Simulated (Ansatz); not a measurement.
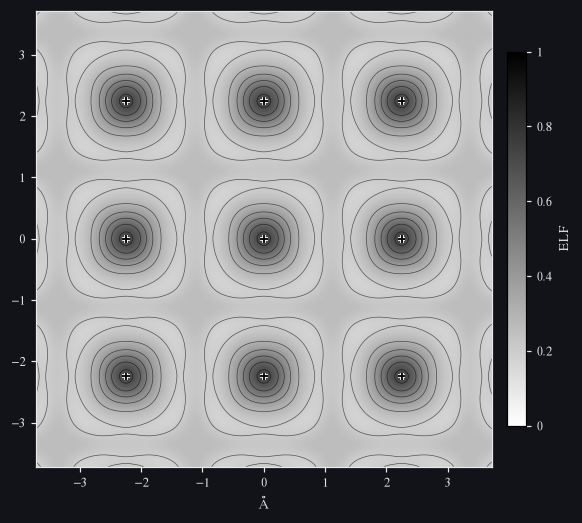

The electron localisation function on a plane through atoms (crosses mark nuclei in the plane).

Theory: DFT, revPBE, plane waves (420 eV) with PAW, scalar-relativistic (Ansatz).

Candidates:
A. Ni, a = 2.25 Å, b = 2.25 Å, c = 2.25 Å, α = 90.00°, β = 90.00°, γ = 90.00°. Space group Pm-3m; set up as Ni, simple cubic; a generated structure, not necessarily the stable one; changed on purpose from its base cell (volume × 0.88); computed pressure about 23 GPa in this cell; computed without spin polarisation.
B. W, a = 6.08 Å, b = 6.08 Å, c = 6.08 Å, α = 90.00°, β = 90.00°, γ = 90.00°. Space group Fd-3m; set up as W, diamond; a generated structure, not necessarily the stable one; changed on purpose from its base cell (volume × 1.12); computed pressure about −11 GPa in this cell.
C. Si, a = 2.76 Å, b = 2.76 Å, c = 9.17 Å, α = 90.00°, β = 90.00°, γ = 120.00°. Space group P6₃/mmc; set up as Si, dhcp; a generated structure, not necessarily the stable one; changed on purpose from its base cell (volume × 1.04); computed pressure about −3 GPa in this cell.

Which candidate gave the map?

Candidate A: Ni on the (010) plane of the conventional cell, which holds Ni. Ni–Ni (2.25 Å): the ELF is about 0.20 at the midpoint: no shared electron pair shows on this line.
